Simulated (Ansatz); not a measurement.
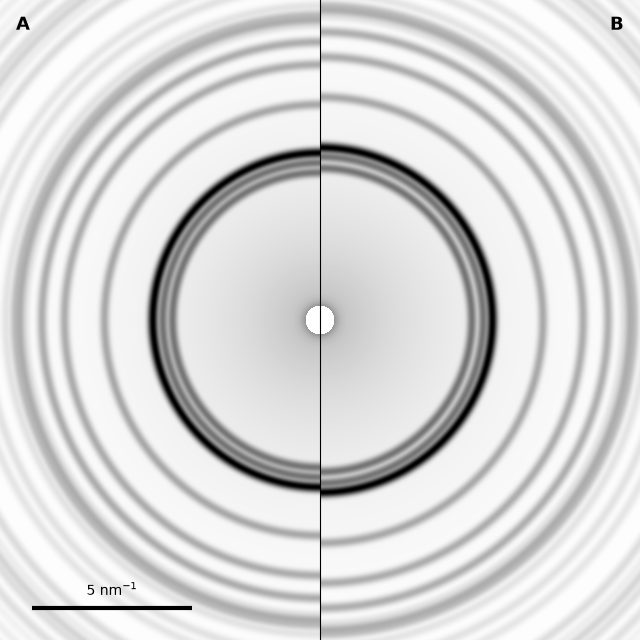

Simulated electron diffraction rings at 300 kV (λ = 0.0197 Å), scale in nm⁻¹ (radius = 1/d), for a fine-grained powder without texture. Kinematic intensities with B = 0.8 Å² for all atoms, without multiple scattering; brightness goes as intensity to the power 0.5, clipped at the top. Reflections closer than the ring width show as one ring. The left and right halves show two different samples, each scaled to its strongest ring.

Both are Mn in P6_3/mmc, with cells of different size. Origins: A, the geometry relaxed with DFT, RPBE, plane waves (420 eV) with PAW, scalar-relativistic in Ansatz 0.2.0; the starting structure was generated, so it need not be a known form of this composition; B, the end point of a relaxation with DFT, LDA (PW92), plane waves (420 eV) with PAW, scalar-relativistic in Ansatz; the starting structure was generated, so it need not be a known form of this composition.

Which half has the larger cell, and by how much?

Answer. Half A: the volume of B is 9.2 % smaller than that of A, and a larger cell draws the rings inwards on average.
A: a = 2.505 Å, b = 2.505 Å, c = 4.073 Å, α = 90.00°, β = 90.00°, γ = 120.00°; 100 at 4.61 nm⁻¹ (d = 2.17 Å), 002 at 4.91 nm⁻¹ (d = 2.04 Å), 101 at 5.22 nm⁻¹ (d = 1.915 Å), 102 at 6.73 nm⁻¹ (d = 1.485 Å).
B: a = 2.433 Å, b = 2.433 Å, c = 3.923 Å, α = 90.00°, β = 90.00°, γ = 120.00°; 100 at 4.75 nm⁻¹ (d = 2.11 Å), 002 at 5.10 nm⁻¹ (d = 1.961 Å), 101 at 5.39 nm⁻¹ (d = 1.856 Å), 102 at 6.97 nm⁻¹ (d = 1.436 Å).
